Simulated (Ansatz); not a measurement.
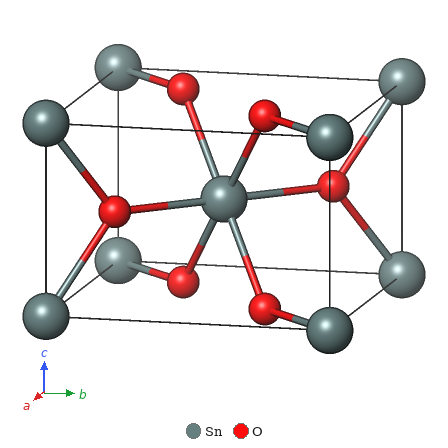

System: SnO₂, space group P4_2/mnm (No. 136). The picture shows the conventional cell.

The given structure:
```
CELL_PARAMETERS angstrom
4.73800 0.00000 0.00000
0.00000 4.73800 0.00000
0.00000 0.00000 3.18650
ATOMIC_POSITIONS crystal
Sn 0.50000 0.50000 0.50000
Sn 0.00000 0.00000 0.00000
O 0.80710 0.19290 0.50000
O 0.69290 0.69290 0.00000
O 0.19290 0.80710 0.50000
O 0.30710 0.30710 0.00000
```

How it was computed, with Ansatz 0.2.0: plane-wave DFT, no spin polarisation; energies at scaled volumes of the given cell, shape and fractions fixed, counted from the fit's minimum, third-order Birch-Murnaghan fit. Level: PBE.

```
       setting        value
        k mesh        6×6×8
   occupations  Fermi–Dirac
smearing width      0.05 eV
    potentials   Ansatz PAW
   wave cutoff       420 eV
density cutoff      1680 eV
```

What does the calculation give for the energy against volume? The volume takes the values 11.21, 11.45, 11.68, 11.92, 12.16, 12.40, 12.64 Å³/atom.

A third-order Birch–Murnaghan fit gives V0 = 12.58 Å³/atom, B0 = 182 GPa and B′ = 4.8. The energy falls from 106 meV/atom at volume 11.21 Å³/atom to 0 meV/atom at 12.64 Å³/atom.

| volume (Å³/atom) | energy (meV/atom) |
| --- | --- |
| 11.21 | 106 |
| 11.45 | 70 |
| 11.68 | 42 |
| 11.92 | 22 |
| 12.16 | 8 |
| 12.40 | 1 |
| 12.64 | 0 |

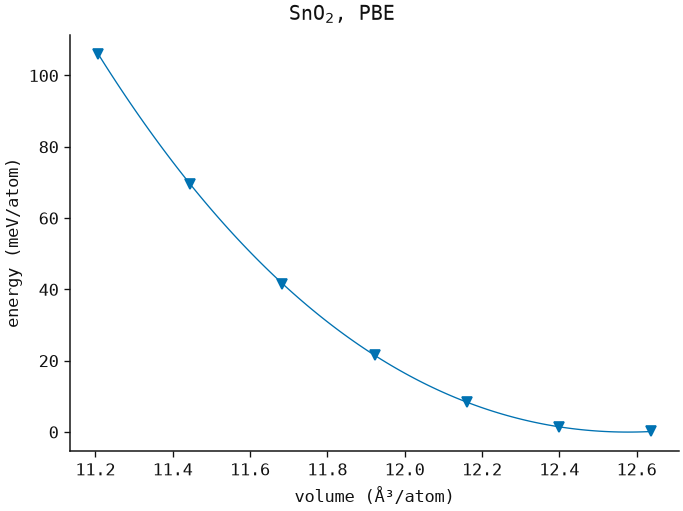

Keep in mind: shape and atomic fractions are frozen while scaling, which makes layered, chain and framework solids too stiff.
